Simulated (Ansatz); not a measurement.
**C: single-point calculation**

- system: C (slab, 2 atoms in the cell)
- method: DFT HSE06, scalar-relativistic, plane waves, PAW, no spin polarisation (Ansatz 0.2.0)

The structure derives from a Materials Project entry.

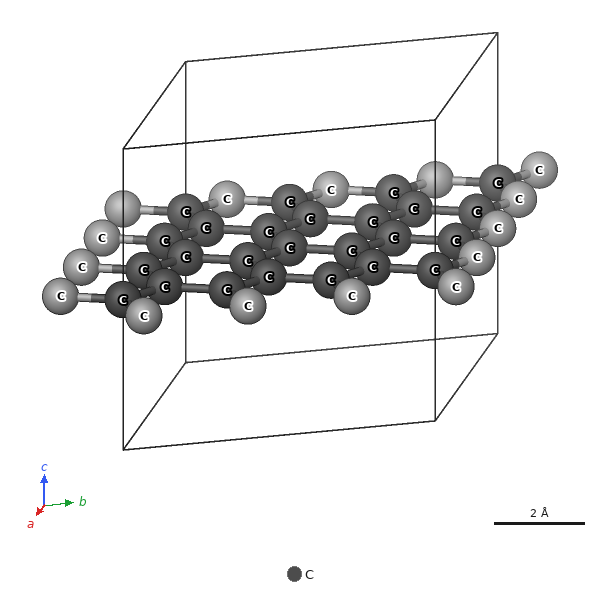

**Figure 1.** The structure as given in the input (ball-and-stick view of the 3 × 3 repeat of the cell, with the vacuum cut short, seen slightly off an axis; neighbours outside the cell are drawn fainter).

**Input file**
```yaml
crystal:
  lattice:
    - [2.4657067203, 0.0, 0.0]
    - [-1.2328533601, 2.1353646581, 0.0]
    - [0.0, 0.0, 26.0]
  atoms:
    - { symbol: C, position: [0.0, 0.0, 0.5] }
    - { symbol: C, position: [0.6666666667, 0.3333333333, 0.5] }
  periodic: [true, true, false]
basis:
  ecutwfc: 420
kpoints:
  mp_grid: { grid: [9, 9, 1] }
  band_path:
    path: [[0.0, 0.0, 0.0], [0.5, 0.0, 0.0], [0.3333333333, 0.3333333333, 0.0]]
    npoints: 1
hamiltonian:
  xc: hse06
scf:
  occupations: { method: gaussian, width: 0.1 }
  n_extra_bands: 6
output:
  eigenvalues: true
```

Machine: 1 thread of Intel Xeon (Granite Rapids), 192 GiB of memory available, shared host.

Command:
```bash
ansatz run input.yaml --threads 1 --pin off --max-ram 2560MiB --backend cpu --events-out ev --progress --plain --runs-dir out
```

**The program's output**
```
scf.n_extra_bands = 6 over 4 filled bands (N_el = 8.0): the run solves 10 bands
Engine: ansatz 0.2.0, x86_64-unknown-linux-gnu
Pseudopotentials: kind: paw
Pseudopotential: C, paw, valence charge 4, recommended cutoff 420 eV (normal), C.paw.azcp
Functional definition: HSE06
  parameter a = 0.25
  parameter omega = 0.11/bohr
  exchange = pbe_x - a*pbe_x_sr(omega) + a*exact_x_sr(omega)
  correlation = pbe_c
Crystal: 2 atoms, lattice volume = 136.895 Å³
Basis set: ecut = 420 eV, 2577 PW (Γ)
Bands: 10, of which v1, the nominal top of the filled ones, is band 4 counted from 1 (3 counted from 0)
Symmetry: 24 space group operations
Space group: P6/mmm (ITA 191), of the structure as read, at distance tolerance 5.2e-5 Å
k-points: 12 of 81
Non-local potential: C, projectors of the file, l = 0: 2, l = 1: 2, l = 2: 1
PAW form: soft (Blöchl's): semilocal exchange-correlation on the pseudo side does not see the compensation charge
PAW frozen core: C, regenerated for the run's functional, and the local potential with it (the file was generated under x = pbe(κ = 0.804, μ = 0.2195149727645171), c = pbe(β = 0.06672455060314922))
PAW one-centre angular grid: C, 110 points (default); XC on 64 Gauss nodes
Initial density: superposition of atomic densities (neutral atoms: chi_scale 0, normalization atom), corrected by the library's trained network
Initial wavefunctions: pseudopotential atomic-orbital guess
Functional: x = pbe(κ = 0.804, μ = 0.2195149727645171), c = pbe(β = 0.06672455060314922), warm-up for x = pbe(κ = 0.804, μ = 0.2195149727645171) + 0.25 (exact − pbe) at short range (hse, ω = 0.20786987370883472 Å⁻¹), c = pbe(β = 0.06672455060314922); HSE06 as pw.x's `hse` composes it (authors' and Libxc's form: `xc: wpbeh`)
SCF iter   1: F=—  HF=-501.870014 eV  |F-HF|=—  |Δ(HF+E_count)|=         —  Δρ=1.59e-3  dr2=2.97e-3  ethr=1.77e-3  ⟨swp⟩=15.0  Hψ=967  notcnv=0
preconditioner: auto → none  [metal: Δε(μ)=0.000 eV  Ē_g=17.022 eV  σ=0.100 eV  W_gap=0.00  n_scr=14 (ndim 8)  ℏωp=9.0 eV  f_vac=0.828  D(μ)=0.56/eV (n_scr^D=6)  sad-step TF]
SCF iter   2: F=—  HF=-501.869948 eV  |F-HF|=—  |Δ(HF+E_count)|=   6.62e-5  Δρ=8.47e-4  dr2=1.08e-3  ethr=3.71e-5  ⟨swp⟩=3.2  Hψ=246  notcnv=0  defer=5
iter 3 solved again at ethr=1.64e-7 eV; its pass at ethr=1.35e-5 eV (dr2=1.31e-5 eV) is discarded
SCF iter   3: F=—  HF=-501.869846 eV  |F-HF|=—  |Δ(HF+E_count)|=   1.02e-4  Δρ=1.09e-4  dr2=1.38e-5  ethr=1.64e-7  ⟨swp⟩=3.2  Hψ=538  notcnv=0  defer=2
SCF iter   4: F=—  HF=-501.869902 eV  |F-HF|=—  |Δ(HF+E_count)|=   5.65e-5  Δρ=1.22e-5  dr2=1.73e-7  ethr=1.64e-7  ⟨swp⟩=3.7  Hψ=281  notcnv=0  defer=2
SCF iter   5: F=—  HF=-501.869910 eV  |F-HF|=—  |Δ(HF+E_count)|=   7.63e-6  Δρ=2.05e-6  dr2=2.55e-9  ethr=2.16e-9  ⟨swp⟩=3.8  Hψ=278  notcnv=0  defer=3
SCF iter   6: F=-501.869910 eV  HF=-501.869910 eV  |F-HF|=5.56e-10  |Δ(HF+E_count)|=   4.19e-8  Δρ=1.49e-7  dr2=1.78e-11  ethr=3.18e-11  ⟨swp⟩=3.6  Hψ=226  notcnv=0
SCF 1 converged in 6 iterations: F = -501.869910 eV  dr2 = 1.78e-11
  greatest PAW one-centre occupation: 0.672 electrons in one spin orbital (limit 2), on the C atom at site 1 (counted from 0), in its partial waves of l = 0
Initial density: handed on by an earlier stage of this run
Initial wavefunctions: those handed on with the density
Functional: x = pbe(κ = 0.804, μ = 0.2195149727645171) + 0.25 (exact − pbe) at short range (hse, ω = 0.20786987370883472 Å⁻¹), c = pbe(β = 0.06672455060314922); HSE06 as pw.x's `hse` composes it (authors' and Libxc's form: `xc: wpbeh`)
Exchange kernel: α = 0.2500, screened, ω = 0.2079 Å⁻¹, Wigner–Seitz truncation, v(0) = 1046.4693 eV·Å³, q-mesh 9×9×1, nearest image of the exchange supercell L = 22.19 Å, pair-density grid 12×12×120, without the augmentation charges, whose exchange is taken in its separable form by FFT convolution over the k-point mesh (sized by the pseudopotential files, 15×15×180 at the most), smooth part of the exact exchange by density-matrix convolution
Frozen-core exchange: fock
iter 1 solved again at ethr=7.28e-5 eV; its pass at ethr=1.00e-1 eV (dr2=5.82e-3 eV) is discarded
SCF iter   1: F=—  HF=-501.869086 eV  |F-HF|=—  |Δ(HF+E_count)|=         —  Δρ=3.01e-3  dr2=6.63e-3  ethr=7.28e-5  ⟨swp⟩=7.2  Hψ=750  notcnv=0
preconditioner: auto → none  [metal: Δε(μ)=0.000 eV  Ē_g=18.645 eV  σ=0.100 eV  W_gap=0.00  n_scr=14 (ndim 8)  ℏωp=9.0 eV  f_vac=0.834  D(μ)=0.56/eV (n_scr^D=6)]
SCF iter   2: F=—  HF=-501.866461 eV  |F-HF|=—  |Δ(HF+E_count)|=   2.63e-3  Δρ=1.16e-3  dr2=7.10e-4  ethr=7.28e-5  ⟨swp⟩=2.7  Hψ=178  notcnv=0
SCF iter   3: F=—  HF=-501.867754 eV  |F-HF|=—  |Δ(HF+E_count)|=   1.29e-3  Δρ=3.68e-4  dr2=5.41e-5  ethr=8.13e-6  ⟨swp⟩=2.9  Hψ=190  notcnv=0
SCF iter   4: F=—  HF=-501.867734 eV  |F-HF|=—  |Δ(HF+E_count)|=   2.03e-5  Δρ=8.59e-5  dr2=3.97e-6  ethr=6.62e-7  ⟨swp⟩=2.2  Hψ=173  notcnv=0
SCF iter   5: F=-501.867733 eV  HF=-501.867733 eV  |F-HF|=3.40e-8  |Δ(HF+E_count)|=   8.14e-7  Δρ=6.09e-6  dr2=1.36e-6  ethr=3.48e-8  ⟨swp⟩=3.7  Hψ=305  notcnv=0  defer=3
SCF 2 stopped early in 5 iterations: F = -501.867733 eV  dr2 = 1.36e-6
  greatest PAW one-centre occupation: 0.675 electrons in one spin orbital (limit 2), on the C atom at site 1 (counted from 0), in its partial waves of l = 0
hybrid outer 1: dexx = +1.715e-3 eV, tail = 1.13e-5 eV
Exchange kernel: α = 0.2500, screened, ω = 0.2079 Å⁻¹, Wigner–Seitz truncation, v(0) = 1046.4693 eV·Å³, q-mesh 9×9×1, nearest image of the exchange supercell L = 22.19 Å, pair-density grid 12×12×120, without the augmentation charges, whose exchange is taken in its separable form by FFT convolution over the k-point mesh (sized by the pseudopotential files, 15×15×180 at the most), smooth part of the exact exchange by density-matrix convolution
Frozen-core exchange: fock
SCF iter   1: F=—  HF=-501.867793 eV  |F-HF|=—  |Δ(HF+E_count)|=         —  Δρ=2.73e-5  dr2=3.16e-7  ethr=7.08e-7  ⟨swp⟩=5.8  Hψ=391  notcnv=0
preconditioner: auto → none  [metal: Δε(μ)=0.000 eV  Ē_g=18.759 eV  σ=0.100 eV  W_gap=0.00  n_scr=14 (ndim 8)  ℏωp=9.0 eV  f_vac=0.834  D(μ)=0.56/eV (n_scr^D=6)]
iter 2 solved again at ethr=1.34e-10 eV; its pass at ethr=3.51e-9 eV (dr2=1.08e-8 eV) is discarded
SCF iter   2: F=-501.867793 eV  HF=-501.867793 eV  |F-HF|=6.59e-9  |Δ(HF+E_count)|=   1.79e-8  Δρ=5.38e-6  dr2=2.15e-8  ethr=1.34e-10  ⟨swp⟩=3.8  Hψ=494  notcnv=0  defer=4
SCF 3 converged in 2 iterations: F = -501.867793 eV  dr2 = 2.15e-8
```

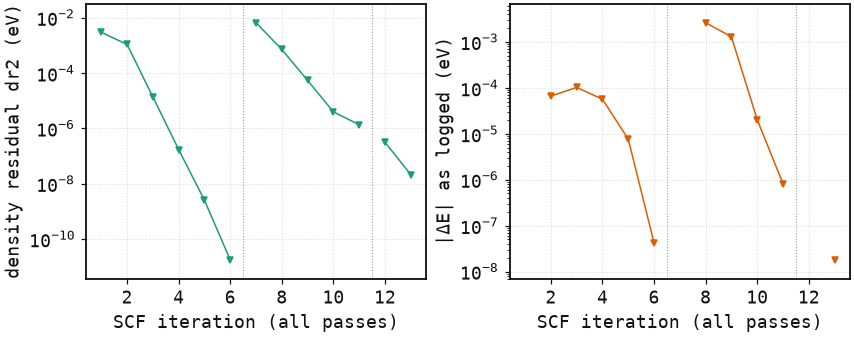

**Figure 2.** Convergence of the self-consistent field: density residual dr2 and size of the energy change against the SCF iteration. The run starts with a semilocal functional; after that each stretch between dotted lines is one SCF of the hybrid functional between two exact rebuilds of the exchange operator by the outer loop. Early passes are stopped at a loose threshold. The passes take 6, 5 and 2 iterations.

```
hybrid outer 2: dexx = +2.097e-7 eV, tail = 4.80e-8 eV, Δε = 3.07e-3 eV (about 2.24e-4 eV left of the loop's levels)
NSCF: frozen V_eff on 3 k-points
hybrid SCF converged: 2 outer / 7 inner (+6 warm-up), last move |dexx| = 2.10e-7 eV, tail = 4.80e-8 eV
Stability not checked: this state was not tested for a lower state beside it, because the functional holds exact exchange (a hybrid, or Hartree-Fock), whose exchange loop this test does not read (fock_operator; see scf.lower_state_search)
Free energy (F): -501.867793 eV
Frozen-core exchange: fock
Harris-Foulkes:  -501.867793 eV  (|F-HF|=6.59e-9)
Internal energy: -501.865007 eV  (E = F + TS)
E sigma→0 (E₀):  -501.866400 eV
Entropy (-TS):   -0.002786 eV (-1.393 meV/atom)
Fermi energy:    -4.326816 eV
--- Per-component energies (eV) ---
  E_band       = -119.508657
  E_kinetic    = 180.977893
  E_local      = -6746.145903  (includes V_loc(G=0)·N_el)
  E_nonlocal   = 53.552750
  E_hartree    = 3267.721837
  E_xc         = -77.578822
  E_vxc        = -95.078998  (∫ρ·V_xc dr)
  E_exx        = -17.934414  (= α·E_x^exact, valence–valence)
  E_paw        = -198.841841  (= ΣΔE_a)
  E_vpaw       = -12.389096  (= ΣTr[D̂ρ^β])
  E_aug_tail   = 0.000014  (compensation charges beyond the density's cutoff)
  E_ewald      = 3036.417915
  E_core_change = -0.034436  (= ΣΔE_core)
  E_smearing   = -0.002786  (= −TS)
  E_closure    = -0.000000  (closes the sum)
  Σ components = -501.867793   (vs F -501.867793, Δ=-5.68e-14)
--- Band table (eV; the first three rows and the last of 12) ---
  k-point 0: bands = ["-26.3945", "-13.1930", "-8.3600", "-8.3600", "-0.8179", "-0.1321", "0.3842", "0.6061", "1.5218", "1.9151"]
  k-point 1: bands = ["-26.0770", "-12.8025", "-9.5668", "-8.9715", "-0.4180", "0.2716", "0.7902", "1.0108", "1.9257", "2.3183"]
  k-point 2: bands = ["-25.1305", "-12.3472", "-11.6448", "-10.2198", "0.7813", "1.4785", "2.0080", "2.2219", "3.1365", "3.5200"]
  k-point 11: bands = ["-18.8576", "-18.8576", "-16.4548", "-4.3268", "-4.3268", "6.7746", "9.2643", "9.2643", "9.6130", "10.7532"]
  the weakly bound empty levels are not read free of the cell's end (exact_exchange)
```

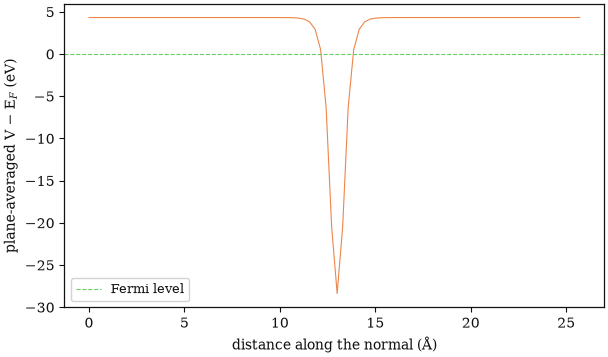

**Figure 3.** Plane average of the electrostatic potential energy of an electron across the cell, from the Fermi level. The vacuum level lies 4.33 eV above the Fermi level.

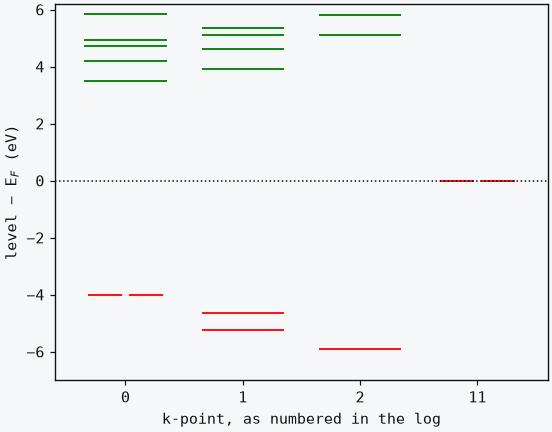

**Figure 4.** Kohn–Sham levels near the Fermi level (dotted) at the few k-points that the log prints; levels within 0.02 eV of each other stand side by side. The system is metallic on the full mesh.

**Results in brief**

| quantity | value |
| --- | --- |
| outcome | converged |
| electrons treated | 8 |
| free energy | −501.8678 eV |
| work function, top face | 4.33 eV |
| work function, bottom face | 4.33 eV |
| Fermi energy | −4.327 eV |
| gap on the k-point mesh | none (metallic) |
| gap on the band path | 2.07 eV |
| work function (upper face) | 4.33 eV |
| wall time | 43 s |
| peak memory | 1.5 GiB |
